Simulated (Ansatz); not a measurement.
**Al: molecular dynamics (part 4 of 4)**

Al (18 atoms in the cell); DFT PBE+D3(BJ), scalar-relativistic, plane waves, PAW, no spin polarisation (Ansatz 0.2.0); cutoff 420 eV, 3×3×3 k-mesh, Fermi–Dirac smearing of 0.05 eV. The structure derives from a Materials Project entry. It belongs to a series of runs on one base structure; here: dynamics (NVT, Nosé–Hoover thermostat) at 450 K, volume × 1.01.

Geometry of the input (Å; fractional positions):
```
4.2327  2.4437  -4.8830
-0.0000  -4.8875  -4.8830
-4.2327  2.4437  -4.8830
Al 0.9722  0.3056  0.9722
Al 0.9722  0.9722  0.3056
Al 0.3056  0.3056  0.6389
Al 0.6389  0.3056  0.3056
Al 0.3056  0.9722  0.9722
Al 0.9722  0.6389  0.6389
Al 0.3056  0.6389  0.3056
Al 0.6389  0.9722  0.6389
Al 0.6389  0.6389  0.9722
Al 0.0278  0.3611  0.3611
Al 0.0278  0.0278  0.6944
Al 0.3611  0.3611  0.0278
Al 0.6944  0.3611  0.6944
Al 0.3611  0.0278  0.3611
Al 0.0278  0.6944  0.0278
Al 0.3611  0.6944  0.6944
Al 0.6944  0.0278  0.0278
Al 0.6944  0.6944  0.3611
```

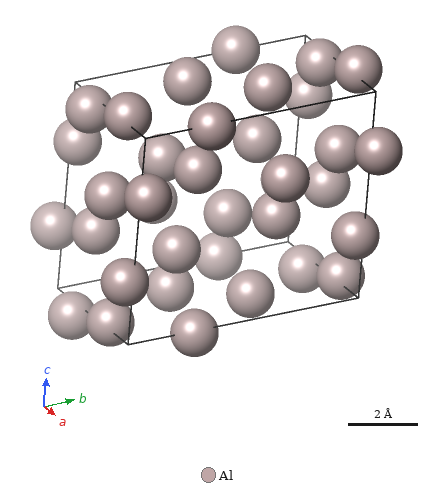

The geometry at step 51 of the log (spheres-only view of the cell of the calculation, seen slightly off an axis).

**Trajectory as extended XYZ, continued**
```
18
Lattice="4.2327 2.4437 -4.8830 -0.0000 -4.8875 -4.8830 -4.2327 2.4437 -4.8830" Properties=species:S:1:pos:R:3:forces:R:3 step=41 time_fs=123.0 energy=-9679.84041 temperature=375.7 pressure_GPa=-2.40
Al   -0.0061    3.2032  -10.9297    0.0331   0.2273   0.0221
Al    2.8713   -1.6526  -10.9784   -0.0527   0.0134   0.1038
Al   -1.3897    0.8319   -6.0824   -0.1348   0.0010   0.1242
Al    1.4541    0.8157   -6.0801   -0.0181   0.0381  -0.1069
Al   -2.7879   -1.6285  -11.0725   -0.1524  -0.1490   0.4203
Al    1.3568    0.8033  -11.0114    0.0991  -0.0424   0.5012
Al    0.0754   -1.6394   -6.0319   -0.1866  -0.0400  -0.0996
Al    0.0326   -1.6211  -11.1113   -0.0586  -0.0013   0.4474
Al   -1.4294    0.7967  -11.1314    0.0873   0.2209   0.4736
Al   -1.3674   -0.7418   -3.7327   -0.4610  -0.7215   0.1846
Al   -2.8638    1.6937   -3.6803   -0.1580  -0.2418  -0.1622
Al    1.5348   -0.7989   -3.6961   -0.3213  -0.1065   0.0390
Al   -0.0388    1.6315   -8.4257    0.4751  -0.1826  -0.5116
Al   -0.1276    1.5210   -3.6574    0.5473   0.6463  -0.0729
Al    0.0807   -3.1638   -3.6467   -0.3720  -0.0803  -0.2139
Al   -1.4310   -0.8839   -8.2999    0.3072   0.2364  -0.6695
Al    2.7326    1.7142   -3.5884    0.2517  -0.1742  -0.6528
Al    1.3033   -0.8812   -8.6853    0.1146   0.3562   0.1732
18
Lattice="4.2327 2.4437 -4.8830 -0.0000 -4.8875 -4.8830 -4.2327 2.4437 -4.8830" Properties=species:S:1:pos:R:3:forces:R:3 step=44 time_fs=132.0 energy=-9679.62521 temperature=289.2 pressure_GPa=-2.08
Al   -0.0447    3.1971  -10.9149    0.2197   0.2775  -0.0565
Al    2.8651   -1.6331  -10.9917    0.0335  -0.1097   0.2013
Al   -1.4010    0.8102   -6.1052   -0.1778   0.1708   0.0756
Al    1.4566    0.8036   -6.0502   -0.1073   0.2492  -0.2157
Al   -2.7504   -1.5935  -11.0746   -0.3257  -0.3576   0.4769
Al    1.3367    0.7743  -11.0204    0.0343   0.1439   0.6565
Al    0.0449   -1.6157   -6.0130   -0.1114  -0.1807  -0.1503
Al    0.0592   -1.6019  -11.1139   -0.1659  -0.1729   0.5522
Al   -1.4701    0.8205  -11.1589    0.2733   0.2462   0.5086
Al   -1.3332   -0.7544   -3.7619   -0.6266  -0.6556   0.3181
Al   -2.8760    1.7042   -3.6860   -0.1212  -0.3848  -0.2798
Al    1.5254   -0.8039   -3.7304   -0.0672  -0.0661   0.2379
Al   -0.0152    1.6916   -8.4357    0.3775  -0.4706  -0.4484
Al   -0.1372    1.5375   -3.6491    0.6097   0.3928  -0.1269
Al    0.1273   -3.1370   -3.6620   -0.5199  -0.1883  -0.1505
Al   -1.4171   -0.9757   -8.2714    0.2596   0.7013  -0.7603
Al    2.7617    1.7035   -3.5511    0.1615  -0.1256  -0.8793
Al    1.2682   -0.9275   -8.6509    0.2536   0.5302   0.0407
18
Lattice="4.2327 2.4437 -4.8830 -0.0000 -4.8875 -4.8830 -4.2327 2.4437 -4.8830" Properties=species:S:1:pos:R:3:forces:R:3 step=46 time_fs=138.0 energy=-9679.49070 temperature=233.7 pressure_GPa=-1.87
Al   -0.0675    3.1974  -10.9057    0.3295   0.2858  -0.1387
Al    2.8612   -1.6215  -10.9975    0.0822  -0.1681   0.2168
Al   -1.4114    0.7980   -6.1193   -0.1857   0.2490   0.0315
Al    1.4567    0.7992   -6.0332   -0.1843   0.3639  -0.2782
Al   -2.7301   -1.5752  -11.0684   -0.3890  -0.4359   0.4618
Al    1.3238    0.7567  -11.0162    0.0290   0.2882   0.6464
Al    0.0223   -1.6023   -6.0026   -0.0399  -0.2526  -0.2036
Al    0.0746   -1.5914  -11.1070   -0.2555  -0.2922   0.5484
Al   -1.4935    0.8405  -11.1693    0.3719   0.1987   0.4781
Al   -1.3199   -0.7737   -3.7768   -0.6751  -0.4969   0.4169
Al   -2.8863    1.7053   -3.6942   -0.0531  -0.4134  -0.2983
Al    1.5175   -0.8084   -3.7500    0.0922  -0.0041   0.3660
Al    0.0070    1.7251   -8.4499    0.2794  -0.6143  -0.3549
Al   -0.1340    1.5555   -3.6455    0.5953   0.0773  -0.1562
Al    0.1506   -3.1216   -3.6750   -0.5552  -0.2847  -0.0619
Al   -1.4034   -1.0272   -8.2643    0.1080   0.9532  -0.7496
Al    2.7841    1.6942   -3.5398    0.0753  -0.0739  -0.8988
Al    1.2483   -0.9505   -8.6269    0.3751   0.6201  -0.0257
18
Lattice="4.2327 2.4437 -4.8830 -0.0000 -4.8875 -4.8830 -4.2327 2.4437 -4.8830" Properties=species:S:1:pos:R:3:forces:R:3 step=49 time_fs=147.0 energy=-9679.35859 temperature=180.5 pressure_GPa=-1.65
Al   -0.0939    3.2048  -10.8955    0.4508   0.2832  -0.2937
Al    2.8576   -1.6081  -11.0013    0.1327  -0.2123   0.1779
Al   -1.4317    0.7857   -6.1401   -0.1619   0.3089  -0.0197
Al    1.4521    0.8015   -6.0144   -0.2968   0.4660  -0.3491
Al   -2.7086   -1.5581  -11.0480   -0.4023  -0.4495   0.3477
Al    1.3051    0.7374  -10.9945    0.0714   0.4645   0.4804
Al   -0.0126   -1.5882   -5.9920    0.0869  -0.3064  -0.2983
Al    0.0915   -1.5830  -11.0834   -0.3843  -0.4332   0.4341
Al   -1.5199    0.8753  -11.1739    0.4624   0.0248   0.3761
Al   -1.3162   -0.8143   -3.7888   -0.6706  -0.1818   0.5543
Al   -2.9027    1.6972   -3.7137    0.1280  -0.3258  -0.2227
Al    1.5081   -0.8151   -3.7705    0.2582   0.0987   0.5095
Al    0.0471    1.7606   -8.4795    0.0966  -0.7880  -0.1570
Al   -0.1148    1.5832   -3.6438    0.5204  -0.4615  -0.1727
Al    0.1726   -3.1058   -3.6957   -0.5352  -0.4516   0.1022
Al   -1.3810   -1.0816   -8.2715   -0.2357   1.2099  -0.6554
Al    2.8196    1.6786   -3.5439   -0.0942   0.0326  -0.7274
Al    1.2278   -0.9701   -8.5910    0.5737   0.7216  -0.0863
18
Lattice="4.2327 2.4437 -4.8830 -0.0000 -4.8875 -4.8830 -4.2327 2.4437 -4.8830" Properties=species:S:1:pos:R:3:forces:R:3 step=51 time_fs=153.0 energy=-9679.34129 temperature=177.0 pressure_GPa=-1.62
Al   -0.1047    3.2143  -10.8931    0.4878   0.2714  -0.4005
Al    2.8571   -1.6024  -11.0008    0.1395  -0.2083   0.1235
Al   -1.4481    0.7823   -6.1544   -0.1225   0.3082  -0.0318
Al    1.4444    0.8104   -6.0073   -0.3418   0.4659  -0.3763
Al   -2.7006   -1.5538  -11.0284   -0.3686  -0.3963   0.2223
Al    1.2935    0.7315  -10.9717    0.1160   0.5114   0.3018
Al   -0.0350   -1.5835   -5.9894    0.1672  -0.2991  -0.3470
Al    0.0970   -1.5840  -11.0602   -0.4396  -0.4652   0.3073
Al   -1.5304    0.8996  -11.1706    0.4772  -0.1260   0.2970
Al   -1.3245   -0.8452   -3.7883   -0.6071   0.0191   0.6103
Al   -2.9121    1.6863   -3.7306    0.2869  -0.2032  -0.1115
Al    1.5057   -0.8182   -3.7765    0.2973   0.1482   0.5493
Al    0.0761    1.7722   -8.5024   -0.0497  -0.8623  -0.0077
Al   -0.0932    1.5955   -3.6454    0.4342  -0.7234  -0.1505
Al    0.1787   -3.1020   -3.7083   -0.4924  -0.5416   0.2058
Al   -1.3690   -1.0993   -8.2871   -0.4435   1.2528  -0.5697
Al    2.8424    1.6683   -3.5588   -0.2141   0.1026  -0.5191
Al    1.2228   -0.9719   -8.5681    0.6734   0.7457  -0.1032
18
Lattice="4.2327 2.4437 -4.8830 -0.0000 -4.8875 -4.8830 -4.2327 2.4437 -4.8830" Properties=species:S:1:pos:R:3:forces:R:3 step=54 time_fs=162.0 energy=-9679.44028 temperature=229.7 pressure_GPa=-1.76
Al   -0.1092    3.2354  -10.8995    0.4636   0.2279  -0.5227
Al    2.8597   -1.5986  -10.9974    0.0963  -0.1547   0.0270
Al   -1.4759    0.7844   -6.1769   -0.0273   0.2491  -0.0155
Al    1.4243    0.8350   -6.0055   -0.3232   0.3408  -0.3837
Al   -2.6971   -1.5565  -10.9937   -0.2866  -0.2563  -0.0001
Al    1.2787    0.7348  -10.9305    0.1807   0.4390  -0.0103
Al   -0.0649   -1.5835   -5.9941    0.2523  -0.2274  -0.3558
Al    0.0946   -1.5967  -11.0179   -0.4478  -0.3800   0.0974
Al   -1.5349    0.9329  -11.1587    0.4319  -0.3263   0.2090
Al   -1.3514   -0.8914   -3.7726   -0.3944   0.2452   0.6019
Al   -2.9188    1.6652   -3.7586    0.5103  -0.0126   0.1022
Al    1.5090   -0.8193   -3.7722    0.2471   0.1649   0.5046
Al    0.1184    1.7688   -8.5369   -0.3132  -0.8560   0.2028
Al   -0.0503    1.5964   -3.6513    0.2406  -0.7979  -0.0603
Al    0.1763   -3.1096   -3.7223   -0.4182  -0.5803   0.3182
Al   -1.3618   -1.0963   -8.3245   -0.5526   1.0885  -0.4388
Al    2.8715    1.6554   -3.5932   -0.3494   0.1697  -0.1717
Al    1.2317   -0.9566   -8.5356    0.6899   0.6666  -0.1041
18
Lattice="4.2327 2.4437 -4.8830 -0.0000 -4.8875 -4.8830 -4.2327 2.4437 -4.8830" Properties=species:S:1:pos:R:3:forces:R:3 step=56 time_fs=168.0 energy=-9679.56110 temperature=291.6 pressure_GPa=-1.92
Al   -0.1048    3.2535  -10.9121    0.4012   0.1767  -0.5551
Al    2.8631   -1.5986  -10.9945    0.0351  -0.0961  -0.0331
Al   -1.4953    0.7899   -6.1924    0.0616   0.1768   0.0131
Al    1.4055    0.8574   -6.0105   -0.2479   0.1788  -0.3698
Al   -2.6996   -1.5627  -10.9698   -0.2298  -0.1439  -0.1502
Al    1.2716    0.7444  -10.9022    0.2178   0.3103  -0.2243
Al   -0.0812   -1.5874   -6.0029    0.2789  -0.1526  -0.3126
Al    0.0857   -1.6116  -10.9873   -0.4071  -0.2390  -0.0259
Al   -1.5309    0.9506  -11.1471    0.3676  -0.4124   0.1859
Al   -1.3764   -0.9191   -3.7521   -0.1753   0.3428   0.5333
Al   -2.9155    1.6503   -3.7763    0.5995   0.0659   0.2437
Al    1.5154   -0.8174   -3.7611    0.1610   0.1352   0.4088
Al    0.1425    1.7526   -8.5574   -0.5140  -0.7483   0.3186
Al   -0.0170    1.5842   -3.6565    0.0810  -0.6453   0.0261
Al    0.1678   -3.1241   -3.7268   -0.3767  -0.5284   0.3570
Al   -1.3656   -1.0762   -8.3572   -0.4649   0.8746  -0.3464
Al    2.8858    1.6492   -3.6200   -0.3833   0.1820   0.0289
Al    1.2489   -0.9353   -8.5153    0.5952   0.5229  -0.0979
18
Lattice="4.2327 2.4437 -4.8830 -0.0000 -4.8875 -4.8830 -4.2327 2.4437 -4.8830" Properties=species:S:1:pos:R:3:forces:R:3 step=59 time_fs=177.0 energy=-9679.72038 temperature=377.9 pressure_GPa=-2.15
Al   -0.0886    3.2851  -10.9447    0.2676   0.0623  -0.5022
Al    2.8689   -1.6007  -10.9911   -0.0799   0.0093  -0.1024
Al   -1.5230    0.8023   -6.2156    0.2278   0.0252   0.0818
Al    1.3711    0.8952   -6.0270   -0.0670  -0.1394  -0.3174
Al   -2.7088   -1.5752  -10.9374   -0.1690   0.0318  -0.3510
Al    1.2661    0.7658  -10.8652    0.2751   0.0775  -0.5198
Al   -0.0994   -1.5966   -6.0238    0.2809  -0.0309  -0.2039
Al    0.0624   -1.6394  -10.9415   -0.3055   0.0473  -0.1580
Al   -1.5161    0.9674  -11.1247    0.2479  -0.4605   0.2029
Al   -1.4178   -0.9527   -3.7085    0.2135   0.4543   0.3565
Al   -2.8958    1.6292   -3.7969    0.5983   0.0723   0.4109
Al    1.5286   -0.8114   -3.7347   -0.0013   0.0507   0.1895
Al    0.1659    1.7105   -8.5807   -0.8121  -0.4372   0.4366
Al    0.0353    1.5510   -3.6633   -0.1586  -0.2738   0.1582
Al    0.1457   -3.1586   -3.7250   -0.3270  -0.3639   0.3623
Al   -1.3821   -1.0252   -8.4151   -0.1917   0.5333  -0.1804
Al    2.8985    1.6442   -3.6596   -0.3390   0.1601   0.2309
Al    1.2890   -0.8910   -8.4867    0.3400   0.1812  -0.0945
```

**Summary**

| quantity | value |
| --- | --- |
| outcome | finished |
| mean temperature over the second half | 292 K |
| trajectory | 59 steps, 177 fs |
| ensemble | nvt_nose_hoover |
| temperature in the input | 450.0 K |
| time step | 3.0 fs |
| space group of the start (tolerance 0.01 Å) | P6₃/mmc (194) |
| electrons treated | 54 |
| potential energy (free energy of the electrons) (last step) | −9679.7204 eV |
| Fermi energy (last step) | 7.776 eV |
| pressure (without the kinetic term) (last step) | −2.46 GPa |
| largest force (length of the vector) (last step) | 1.020 eV/Å |
| wall time | 75 s (CPU time 4.7 min) |
| peak memory | 0.91 GiB |

**Notes**

The program warns: the SCF threshold is looser than advised for the printed stress. So short a trajectory is not equilibrated. The temperature stays far from the 450 K of the thermostat over the second half: the run isn't equilibrated.
